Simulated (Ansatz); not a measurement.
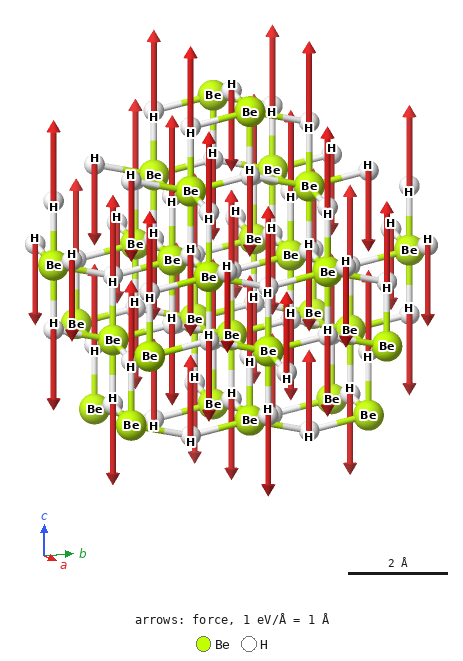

Starting geometry of a crystal of BeH2 (built on the anatase type) with the computed forces as red arrows. The picture is a ball-and-stick view of the atoms within 4.2 Å of the atom that moves most (axes of the conventional cell (2 times the calculation's cell)), seen slightly off an axis. Lengths and directions refer to the drawn axes.

Method: DFT, PBEsol, plane waves, PAW (Ansatz). (plane-wave cutoff 420 eV; k-point mesh 12 × 12 × 12; occupations fermi dirac; smearing width 0.03 eV; no spin polarisation; cell and atoms relaxed; force threshold 0.01 eV/Å; at most 120 steps)

What follows when this structure is relaxed?

Answer. It isn't relaxed: the largest force vector, on H atoms, is 1.66 eV/Å. The atoms end up moving mostly along the starting forces (cosine between the two patterns 1.00). The largest moves relative to the cell, 0.17 Å, are those of H atoms. Be stays in place. The drawn cell changes as follows: a = b 2.519 → 3.214 Å (+27.6 %), c 6.322 → 6.615 Å (+4.6 %); the volume changes by +70.4 %. Some distances before and after: Be–H 1.287 → 1.611 Å, Be–H 1.315 → 1.541 Å. Among the angles between lasting bonds that change: H–Be–H 156.2° → 172.0°, Be–H–Be 156.2° → 172.0°, H–Be–H 101.9° → 94.0°. The space group stays I4_1/amd (No. 141). After 10 accepted moves (12 points after the start) the energy has fallen by 701 meV per atom. Largest force component: 1.7 eV/Å at the start, 0.00047 eV/Å at the end. Pressure: 119.39 GPa at the start and 0.01 GPa at the end. The SCF was repeated twice at an unchanged geometry on a basis and grid sized afresh for the cell, which shifted the energy by 17.3 meV per atom at most.
